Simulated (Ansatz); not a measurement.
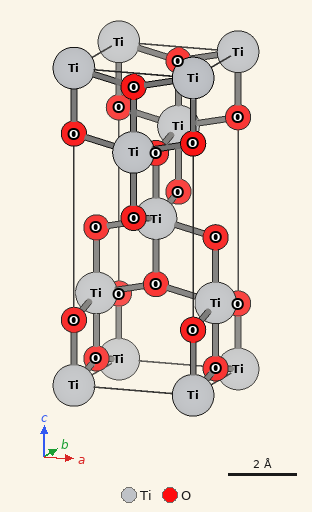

This is the input geometry for a relaxation of solid TiO2 (built on the anatase type). Style: ball-and-stick. Shown: the conventional cell (2 times the calculation's cell), slightly off an axis. Lengths and directions refer to the drawn axes.

All numbers below come from Ansatz 0.2.0, DFT, PBEsol, plane waves, PAW.

Input file:
```yaml
crystal:
  lattice:
    - [-1.8993469318, 1.8993469318, 4.8509865657]
    - [1.8993469318, -1.8993469318, 4.8509865657]
    - [1.8993469318, 1.8993469318, -4.8509865657]
  atoms:
    - { symbol: Ti, position: [0.75, 0.25, 0.5] }
    - { symbol: Ti, position: [0.0, 0.0, 0.0] }
    - { symbol: O, position: [0.5435651709, 0.0435651709, 0.5] }
    - { symbol: O, position: [0.7935651709, 0.7935651709, 0.0] }
    - { symbol: O, position: [0.2064348291, 0.2064348291, 0.0] }
    - { symbol: O, position: [0.9564348291, 0.4564348291, 0.5] }
kpoints:
  mp_grid: { grid: [8, 8, 8] }
hamiltonian:
  xc: pbesol
scf:
  occupations: { method: fermi_dirac, width: 0.02 }
relax:
  f_tol: 0.005
  cell: {}
```

Launched with:
```bash
ansatz run input.yaml --threads 8 --pin off --max-ram 12902MiB --backend cpu --events-out ev --progress --plain --runs-dir out
```

Question: Predict the outcome.

Answer: After 6 accepted moves (8 points after the start) the energy has fallen by 38.8 meV per cell of the calculation. Largest force component: 0.1 eV/Å at the start, under 0.0001 eV/Å at the end. Pressure: −5.95 GPa at the start and −0.01 GPa at the end. The SCF was repeated twice at an unchanged geometry on a basis and grid sized afresh for the cell, which shifted the energy by 7.7 meV per cell of the calculation at most. The largest moves relative to the cell, 0.010 Å, are those of O3, O4, O5 and O6. O3 goes along −c. Ti stays in place. Cell: a = b 3.799 → 3.770 Å (−0.8 %), c 9.702 → 9.553 Å (−1.5 %). Volume −3.0 %. Near-neighbour distances that change, for instance: Ti1–Ti2 3.081 → 3.042 Å, Ti1–O3 2.003 → 1.982 Å, Ti1–O4 1.946 → 1.928 Å. The space group stays I4_1/amd (No. 141).

Step by step:

| step | E − E(0), meV/atom | largest force component, eV/Å | pressure, GPa | volume, Å³/atom | note |
| --- | --- | --- | --- | --- | --- |
| 0 | 0.00 | 0.1047 | -5.95 | 11.667 |  |
| 1 | -6.75 | 0.0222 | -1.74 | 11.427 |  |
| 2 | -7.73 | 0.0072 | 0.10 | 11.327 |  |
| 3 | -7.72 | 0.0027 | 0.02 | 11.329 |  |
| 4 | -7.72 | 0.0027 | -0.03 | 11.329 |  |
| 5 | -7.73 | 0.0020 | -0.01 | 11.327 |  |
| 6 | -6.45 | 0.0024 | -0.23 | 11.327 | same geometry, new basis |
| 7 | -6.53 | 0.0000 | -0.01 | 11.313 |  |
| 8 | -6.46 | 0.0000 | -0.01 | 11.313 | same geometry, new basis |

Final geometry:

```
CELL_PARAMETERS angstrom
-1.88481 1.88481 4.77673
1.88481 -1.88481 4.77673
1.88481 1.88481 -4.77673
ATOMIC_POSITIONS crystal
Ti 0.75000 0.25000 0.50000
Ti 0.00000 0.00000 0.00000
O 0.54250 0.04250 0.50000
O 0.79250 0.79250 0.00000
O 0.20750 0.20750 0.00000
O 0.95750 0.45750 0.50000
```

The end point in the same view:

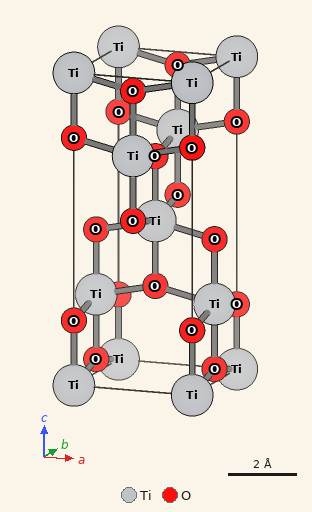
